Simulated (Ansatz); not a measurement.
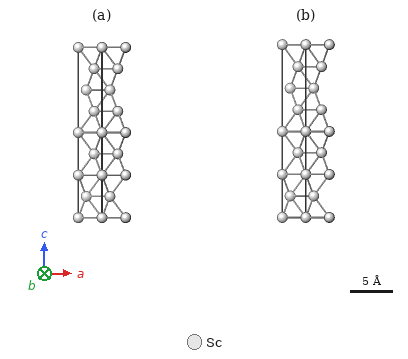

The structure of a crystal of Sc (a generated structure, set up in P-3m1) before (left) and after (right) a relaxation, at one scale.

A ball-and-stick model of the cell of the calculation, repeated 2 × 1 × 1 with one cell outlined, seen along the b axis.

Case: stacking ABACACBC.

The calculation used Ansatz 0.2.0, DFT PBE, scalar-relativistic, plane waves, PAW.

Input file:
```yaml
crystal:
  lattice:
    - [3.3189332467, 0.0, 0.0]
    - [-1.6594666233, 2.8742805051, 0.0]
    - [0.0, 0.0, 20.6562037437]
  atoms:
    - { symbol: Sc, position: [0.0, 0.0, 0.0] }
    - { symbol: Sc, position: [0.3333333333, 0.6666666667, 0.125] }
    - { symbol: Sc, position: [0.0, 0.0, 0.25] }
    - { symbol: Sc, position: [0.6666666667, 0.3333333333, 0.375] }
    - { symbol: Sc, position: [0.0, 0.0, 0.5] }
    - { symbol: Sc, position: [0.6666666667, 0.3333333333, 0.625] }
    - { symbol: Sc, position: [0.3333333333, 0.6666666667, 0.75] }
    - { symbol: Sc, position: [0.6666666667, 0.3333333333, 0.875] }
basis:
  ecutwfc: 420
kpoints:
  mp_grid: { grid: [15, 15, 2] }
hamiltonian:
  xc: pbe
scf:
  occupations: { method: gaussian, width: 0.1 }
output:
  forces: true
  stress: true
  eigenvalues: true
  populations: true
  write_density: true
  write_potential: true
  elf: true
  volumetric_format: npy
relax:
  adjacent_minimum: "off"
  f_tol: 0.01
  max_steps: 45
  cell: { stress_tol: 0.05 }
```

Run as
```bash
ansatz run input.yaml --threads 1 --pin off --max-ram 2560MiB --backend cpu --events-out ev --progress --plain --runs-dir out
```

Describe what moved and what it gained.

Answer. The energy falls by 2.4 meV per atom in 2 accepted moves (3 points after the start). The largest force component goes from 0.13 to 0.0077 eV/Å. Pressure: −0.01 GPa at the start and −0.01 GPa at the end. At 1 point the geometry stayed and the basis and grid were re-selected for the new cell (energy shift of less than 0.05 meV per atom at most each time). The largest moves relative to the cell, 0.027 Å, are those of Sc1 and Sc8. Sc8 goes along −c. The drawn cell changes at constant volume: a = b 3.319 → 3.294 Å (−0.8 %), c 20.656 → 20.968 Å (+1.5 %). Some distances before and after: Sc1–Sc8 3.215 → 3.282 Å, Sc3–Sc4 3.215 → 3.248 Å, Sc1–Sc1 3.319 → 3.294 Å, Sc1–Sc2 3.215 → 3.229 Å. The space group stays P-3m1 (No. 164). Cost: 2.2 min on 1 thread of Arm Neoverse V2, with other jobs on the host, peak memory 0.69 GiB.
